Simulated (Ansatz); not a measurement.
# Energies of collinear spin orders in VF3 (P-1) and their description by three neighbour shells, PBEsol with U = 3.2 eV on V

Metal ions joined through a single fluoride ion usually order with opposed spins. We test this rule of thumb on VF3 in the P-1 cell, where each V has six V neighbours at 3.68 Å. Two questions are put to the runs: which collinear order is lowest, and whether couplings over three shells of neighbours reproduce the energies of the others. Such couplings are the input to models of magnetic ordering temperatures and spin waves, so an error in them carries over to both. The energies are calculated with PBEsol and a Hubbard U of 3.2 eV on V, at fixed atomic positions. They are given per V atom relative to the parallel order, and a positive value means less stable than that order.

## Method

One system, VF3 (P-1), 8 atom(s) a primitive cell, from cells of the Materials Project database (relaxed there by DFT). Ansatz 0.2.0, plane waves with default PAW datasets, cutoff 420 eV, Fermi-Dirac smearing of 0.05 eV, k meshes whose coarsest spacing along a reciprocal vector is 0.19 to 0.36 1/Å over all runs (2π included). Functional: PBEsol with Hubbard U (eV) V 3.2; collinear spins, no spin-orbit coupling. Atoms are fixed. Each order is started from typed moments on V, in the primitive cell or in a cell doubled at wavevector q (fractions of the primitive reciprocal vectors), on meshes of about the same density or denser; only runs that kept their pattern of signs are listed. Runs that did not converge or carry a known fault are not listed. The same in all rows: metal or insulator in the row's run, judged by its smearing entropy or density of states at the Fermi energy (a gap under a few smearing widths counts as a metal): insulator.

Notes on method and selection:

- In a Heisenberg model with E = -sum over ordered pairs of J e_i.e_j, the energy per magnetic atom is E0 less the sum over shells of J times the listed sum; further shells and changes of moment size are outside it.
- Each state is what a run reaches from typed starting moments; only a few collinear orders were started, so the lowest found need not be the ground state. Spin-orbit coupling is left out of these energies, which are free energies at the smearing width. A magnetic atom is one that was given a starting moment.
- Site moments count the spin inside each program's own atomic sphere, so they depend somewhat on its radius and leave out the spin between the spheres.
- Under the Hubbard U the parallel order was started from atomic orbitals, and the opposed orders from the occupation matrices of the lowest run so far.
- Ansatz's own search for a lower self-consistent state was left at its default for the parallel order and switched off for the opposed orders, so an opposed order may rest in a state that is not the lowest for its pattern of moments.
- The shell on the horizontal axis is the one of the three whose sum correlates best with the energies.
- Runs that did not converge, have known faults or may not be shown are not listed, and runs on Ansatz's PAW sets soft_1 and soft_2 are kept to separate tables.

Columns:

- shell at 3.68 Å: sum of e_i.e_j over the 6 V neighbours at 3.68 Å, mean over magnetic atoms (+1 parallel, -1 opposed).
- shell at 5.05 Å: sum of e_i.e_j over the 4 V neighbours at 5.05 Å, mean over magnetic atoms (+1 parallel, -1 opposed).
- shell at 5.09 Å: sum of e_i.e_j over the 2 V neighbours at 5.09 Å, mean over magnetic atoms (+1 parallel, -1 opposed).
- moment (μB): largest site spin moment.
- net moment (μB): size of the net spin moment per magnetic atom.
- energy (meV): energy less that of the parallel order, per magnetic atom.

## Results

```
member                        shell at 3.68 Å  shell at 5.05 Å  shell at 5.09 Å  moment (μB)  net moment (μB)  energy (meV)
opposed +-                    −6               4                2                1.50         0.00             11.95
opposed q=(1/2,1/2,1/2) +-+-  0                −4               2                1.51         0.00             6.73
opposed q=(0,1/2,0) +-+-      0                0                −2               1.51         0.00             6.73
opposed q=(0,0,1/2) +-+-      0                4                2                1.51         0.00             6.74
opposed q=(1/2,1/2,0) +--+    2                −4               2                1.52         0.00             ?
parallel ++                   6                4                2                1.53         2.00             0.00
```

Cells marked ? are withheld until the estimate has been made.

energy (meV) against shell at 3.68 Å, members shown (numbers count the rows of the first table from the top):

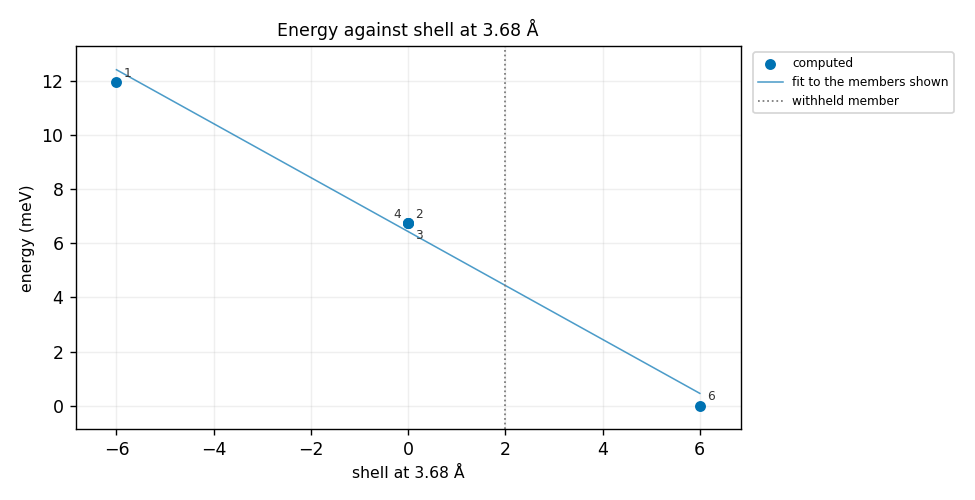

Least-squares fits to the members shown, with x = shell at 3.68 Å; R² and errors in the fitted variable (y, or ln y where the fit is in ln y):

```
y             members  fit                   R²    rms residual  leave-one-out rms  the same for the mean of the others
energy (meV)  5        y = 6.430 − 0.9958 x  0.99  0.37          1.0                4.7
```

## What drives the series

Among the orders with a shown energy, the parallel one is lowest. The order with all six nearest neighbours opposed is highest, at 11.95 meV, and the three orders with equal numbers of parallel and opposed nearest neighbours lie between, at 6.73 to 6.74 meV. The rule of thumb therefore fails in these runs.

The parallel and fully opposed orders have the same sums in both outer shells, so their difference gives the nearest-neighbour coupling within the three-shell model: 11.95 / 12 = 0.996 meV, positive and hence favouring parallel spins. A possible cause lies in the two d electrons of V³⁺, which leave part of the t2g set empty. Hopping from an occupied orbital into an empty one on the neighbour favours parallel spins through Hund's coupling, while hopping between half-filled orbitals favours opposed spins. The balance depends on which orbitals are occupied, and the columns do not show that.

The nearest shell carries most of the energy differences, but three shells do not account for them fully. The order at q = (0,0,1/2) has the same outer sums as the parallel and fully opposed orders, and a nearest-shell sum of zero. Any choice of the three couplings must place it midway between them, at 11.95 / 2 = 5.98 meV. It lies at 6.74 meV, about 0.8 meV higher. This is some 6 % of the full spread and far more than the 0.01 meV that separates the three intermediate orders. Further shells, couplings beyond pairs of spins, or a change in moment size or orbital state between runs could supply the rest.

The parallel order was started from atomic orbitals and searched for a lower state. The opposed orders inherited their occupations from an earlier run and had no such search. Different orbital occupations under a Hubbard U can differ in energy by more than the 6.73 meV that separates the parallel order from its nearest shown rival, so the parallel ground state is a provisional result.

## Prediction

Plain estimates from the members shown:

- opposed q=(1/2,1/2,0) +--+, fit at x = 2: 4.44 meV

The withheld order has a nearest-shell sum of 2, meaning four parallel neighbours and two opposed. The straight-line fit gives 4.44 meV, but it runs below all three intermediate orders, so we add the missing shells instead.

In a nearly cubic, corner-linked network each V has twelve second neighbours, of which the table lists only the six at 5.05 and 5.09 Å. Counted on that network, the sum over all twelve is 12 for the parallel and fully opposed orders, 0 for the three intermediate ones, and −4 for the withheld one, which consists of parallel layers stacked in opposition.

With one mean coupling $J'$ for these twelve neighbours,

$$E = E_0 - J_1 S_1 - J' S_{12}$$

where $S_1$ and $S_{12}$ are the two sums. The intermediate orders give $E_0$ = 6.73 meV, and the two extreme orders give $J_1$ = 0.996 meV and $J'$ = (6.73 − 5.98) / 12 = 0.063 meV. As a trial, leaving out the order at q = (0,0,1/2) and predicting it from the rest gives 6.73 meV against 6.74 meV in the table.

For the withheld order, 6.73 − 2 × 0.996 + 4 × 0.063 = 4.99 meV.

The trial does not test the last term, because $S_{12}$ is zero there. We therefore take the size of that term, 4 × 0.063 = 0.25 meV, rounded up to 0.3 meV, as the standard deviation.

**Committed estimate, opposed q=(1/2,1/2,0) +--+: energy = 5.0 ± 0.3 meV.**

## How the estimate fared

```
member                      shell at 3.68 Å  shell at 5.05 Å  shell at 5.09 Å  moment (μB)  net moment (μB)  energy (meV)
opposed q=(1/2,1/2,0) +--+  2                −4               2                1.52         0.00             1.30
```

```
member                      estimate   energy (meV)  computed  estimate − computed  miss in error bars
opposed q=(1/2,1/2,0) +--+  committed  5.00          1.30      +3.70                12.3
opposed q=(1/2,1/2,0) +--+  fit        4.44          1.30      +3.14
```

energy (meV) against shell at 3.68 Å (numbers count the rows of the first table from the top):

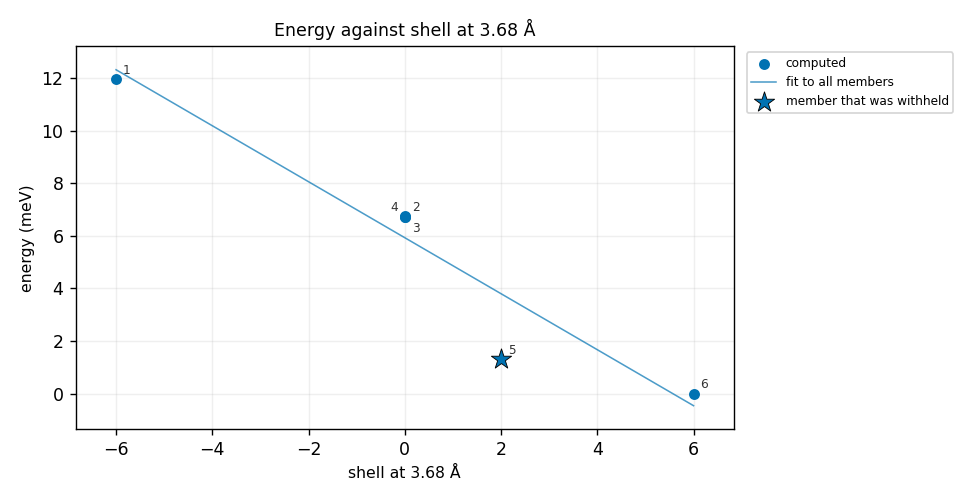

The estimate of 5.0 ± 0.3 meV missed badly. The run gives 1.30 meV above the parallel order, 12.3 error bars below our value, and the plain fit at 4.44 meV was closer. The parallel order remains the lowest of the six, but its lead shrinks from 6.73 to 1.30 meV per V.

The assumption most likely to have failed is that all six nearest neighbours couple equally. The three intermediate orders could not test it: on the corner-linked network each has one parallel and one opposed neighbour along every V–F–V axis, so differences between the axes cancel. Our trial on one of them was therefore no test of the route, and an error bar taken from the second-neighbour term alone was far too narrow.

Three shell couplings cannot reproduce the energies. The orders at q = (1/2,1/2,1/2) and (1/2,1/2,0) have the same outer sums, so their difference requires a nearest-neighbour coupling of (6.73 − 1.30) / 2 = 2.7 meV. The parallel and fully opposed orders require 0.996 meV.

## Exceptions

Least-squares fits to the whole series, with x = shell at 3.68 Å; R² and errors in the fitted variable (y, or ln y where the fit is in ln y):

```
y             members  fit                  R²    rms residual  leave-one-out rms  the same for the mean of the others
energy (meV)  6        y = 5.930 − 1.065 x  0.91  1.2           1.6                4.8
```

Largest departures from the fit to the whole series:

```
member                        energy (meV)  fit   computed − fit  in rms residuals
opposed q=(1/2,1/2,0) +--+    1.30          3.80  −2.50           2.1
opposed q=(0,0,1/2) +-+-      6.74          5.93  +0.81           0.7
opposed q=(1/2,1/2,1/2) +-+-  6.73          5.93  +0.80           0.7
opposed q=(0,1/2,0) +-+-      6.73          5.93  +0.80           0.7
```

The order at q = (1/2,1/2,0) stands out, 2.50 meV below the fit to the whole series. One possible reason is a weak coupling along the axis on which its layers alternate. With nearest neighbours alone, reversing the two neighbours on that axis costs four times the coupling there, which gives 1.30 / 4 = 0.33 meV. The mean of 0.996 meV over three axes then leaves (3 × 0.996 − 0.33) / 2 = 1.33 meV as the mean of the other two. The P-1 symmetry allows such a difference, and an uneven filling of the V t2g orbitals could produce it.

Another possibility is that this run reached a lower orbital state than the other opposed orders, which would also put it below the line. An unfavourable state of the parallel order cannot be the whole cause. Without that order, the fully opposed one and the one at q = (0,0,1/2) still give a coupling of only (11.95 − 6.74) / 6 = 0.87 meV, against the 2.7 meV required above.

The three intermediate orders lie about 0.8 meV above the line largely because the low member pulls it down; in the fit without that member they were only 0.3 meV above.

## Closing remarks

Across these six orders, more parallel nearest neighbours generally means a lower energy. The straight line estimates an omitted order with a typical miss of 1.6 meV, against 4.8 meV for the mean of the others. That is good enough to tell the fully opposed order from the parallel one, but not to rank the two lowest.

In units of temperature, the gap between those two is 1.30 / 0.0862 = 15 K per V, with Boltzmann's constant in meV/K. This is an energy scale, not an ordering temperature. A model of VF3 at this level should allow a separate nearest-neighbour coupling for each axis, and its parallel ground state stays provisional because the opposed orders were not searched for lower states.

Spin-orbit coupling, which is left out, could lower the energy of each order by more than the gap between the two lowest if an orbital moment survives in the t2g shell. Much of that would be common to all orders, but a small uncancelled part could reverse the two lowest.

[Logs are printed without paths, hosts, clocks, repeated set-up lines and the standing remarks that a program may print on its own settings, such as how far it seeks lower states.]
